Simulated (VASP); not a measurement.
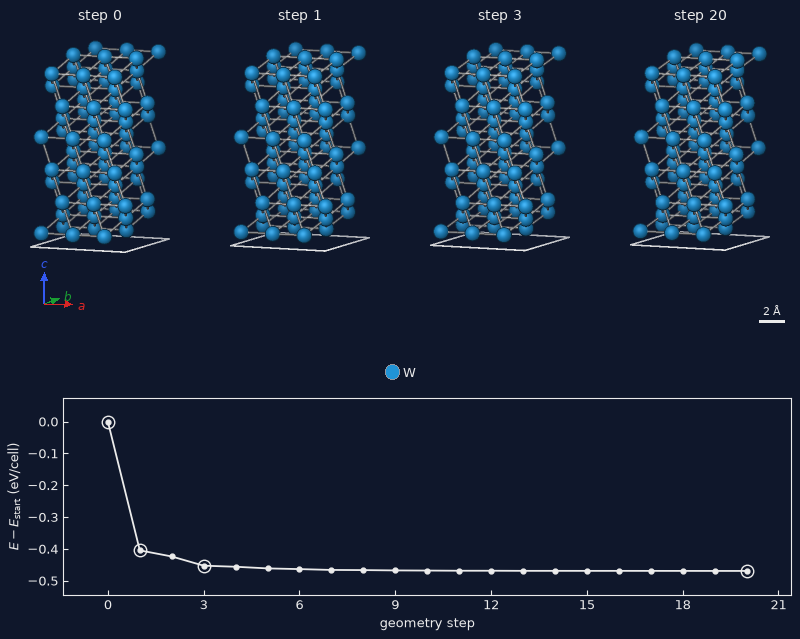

Frames of a relaxation of a slab of composition W, marked on the history of the run. A ball-and-stick model of the 3 × 2 repeat of the cell, outlined in the plane, without the vacuum, seen slightly off an axis.

The run lets the atoms move in a fixed cell.

Computed with VASP, Kohn-Sham DFT of a periodic cell, PBE, VASP PAW PBE potentials, recommended.

Input file:
```
PREC     = Accurate       # precision mode
ENCUT    = 520            # plane-wave cutoff, eV
EDIFF    = 1E-7           # SCF threshold, eV
ISMEAR   = 1              # smearing method
SIGMA    = 0.2            # smearing width, eV
LREAL    = F              # projectors in reciprocal space
LASPH    = T              # aspherical terms in the spheres
NELM     = 60             # most SCF steps
ALGO     = Fast           # electronic algorithm
ISIF     = 2              # what is computed and relaxed
LWAVE    = F              # write WAVECAR
LCHARG   = F              # write CHGCAR
GGA      = PE             # functional
IBRION   = 2              # ionic algorithm
NSW      = 60             # ionic steps
EDIFFG   = -0.01          # ionic threshold
KPAR     = 8
```

Command:
```bash
cat potpaw_PBE.64/W_sv/POTCAR > POTCAR
mpirun -np 8 vasp_std > vasp.out
```

Describe the path.

Answer. The energy falls by 0.469 eV per cell of the calculation in 20 geometry steps. Largest force component: 2 eV/Å at the start, 0.0093 eV/Å at the end. The largest moves relative to the layer's centre, 0.19 Å, are those of W atoms. The lattice vectors keep their values. Some distances before and after: W–W 2.757 → 2.559 Å, W–W 3.184 → 3.073 Å, W–W 3.184 → 3.109 Å, W–W 2.757 → 2.690 Å. Bond angles that change, for instance: W–W–W 109.5° → 113.7°, W–W–W 70.5° → 74.2°. From step 0 to 1: W atoms move most (0.10 Å), energy −0.404 eV per cell of the calculation. From step 1 to 3: W atoms move most (0.04 Å), energy −48.1 meV per cell of the calculation. From step 3 to 20: W atoms move most (0.06 Å), energy −16.5 meV per cell of the calculation.

```tsv
step	E − E(0), meV/atom	largest force component, eV/Å
0	0.00	2.0279
1	-33.70	0.5766
2	-35.30	0.3224
3	-37.71	0.1768
4	-37.99	0.1166
5	-38.42	0.0813
6	-38.60	0.0825
7	-38.83	0.0448
8	-38.87	0.0518
9	-38.95	0.0296
10	-38.99	0.0398
11	-39.03	0.0335
12	-39.03	0.0326
13	-39.06	0.0139
14	-39.06	0.0141
15	-39.07	0.0102
16	-39.07	0.0115
17	-39.07	0.0129
18	-39.08	0.0162
19	-39.08	0.0124
20	-39.09	0.0093
```
